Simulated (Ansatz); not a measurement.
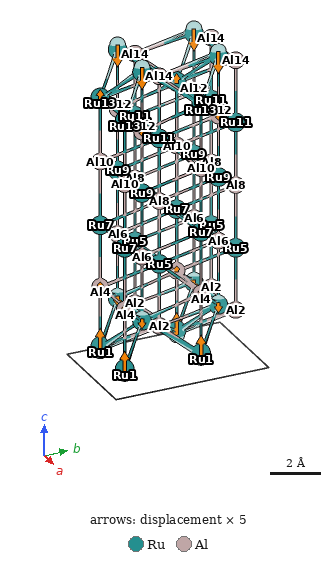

A relaxation of a slab of composition Al$_{7}$Ru$_{8}$ (cut from the Pm-3m phase). The starting structure is drawn faded, the final one solid; orange arrows show the displacements, magnified 5 times.

The picture is a ball-and-stick view of the 2 × 2 repeat of the cell, outlined in the plane, without the vacuum (origin shifted), seen slightly off an axis.

Case: (1 1 1) slab, atoms relaxed. The slab is the (1 1 1) face of AlRu.

Level of theory: Ansatz 0.2.0, DFT r2SCAN, scalar-relativistic, plane waves, PAW. Set-up: plane-wave cutoff 500 eV; k-point mesh 9 × 9 × 1; occupations gaussian; smearing width 0.1 eV; no spin polarisation; dipole correction; atoms relaxed in a fixed cell; force threshold 0.02 eV/Å; at most 60 steps.

Q: Describe the change and its energy.

A: The largest moves, 0.19 Å, are those of Ru atoms. By element the largest moves are Ru 0.19 Å, Al 0.05 Å. The cell doesn't change. Among the contacts that change: Ru–Ru 2.983 → 2.830 Å, Al–Ru 2.583 → 2.447 Å, Al–Ru 2.583 → 2.527 Å, Al–Ru 2.583 → 2.638 Å. The energy falls by 0.221 eV per cell of the calculation in 4 geometry steps. Largest force component: 1.1 eV/Å at the start, 0.012 eV/Å at the end. The run took 3.6 min on 2 threads of Intel(R) Xeon(R) Platinum 8488C (Sapphire Rapids) (shared host), peak memory 1.9 GiB.
